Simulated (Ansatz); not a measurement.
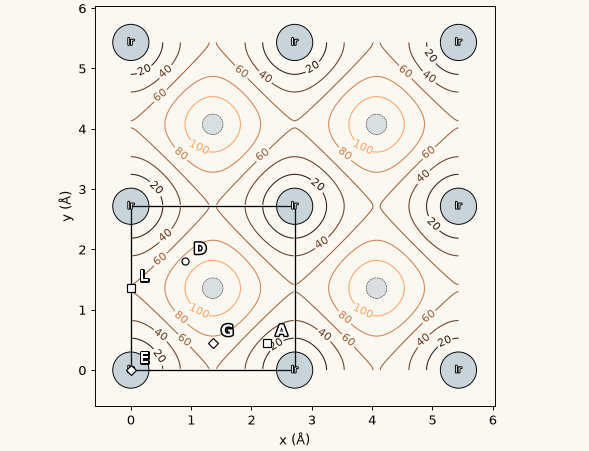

O on an Ir(100) slab cut from the Fm-3m phase, its upper half relaxed before the scan (12 atoms of substrate and one adsorbate in a 2 × 2 cell). O is moved over the surface cell at a fixed height above a rigid substrate; the origin of the map has the adsorbate above Ir9; the height is held at 3.30 Å. Places are given modulo a cell vector. The map is drawn in real space over the plane of the surface. The grid has 6 × 6 points; 10 points were computed and 26 follow by symmetry. Places are given in fractions of the 1 × 1 surface cell. All energies are given in meV relative to the lowest grid point. The runs have no spin polarisation, so an open-shell adsorbate far from the surface lies too high. At a fixed height the lowest place need not be the adsorption site. Level of theory: DFT PBE+D3(BJ), scalar-relativistic, plane waves, PAW in Ansatz. Settings: cutoff 420 eV, k-mesh 5×5×1, gaussian smearing 0.1 eV, no spin polarisation.

Drawn: contour lines labelled in meV, labelled circles for the atoms of the top layer and small ones for the second layer, the outline of one cell of the 2 × 2 shown, lettered points. Between grid points the surface is interpolated.

Q: What kind of point is each of A, D, E, L: minimum, saddle, maximum or slope?

A: A: on a slope; D: on a slope; E: minimum; L: saddle point. (In these two coordinates alone; a stationary point may lie a little off the grid point.)

Q: Rank the lettered points by energy, lowest first.

A: E (0 meV), A (30 meV), L (60 meV), G (74 meV), D (87 meV).

PAW datasets: the set soft_1.
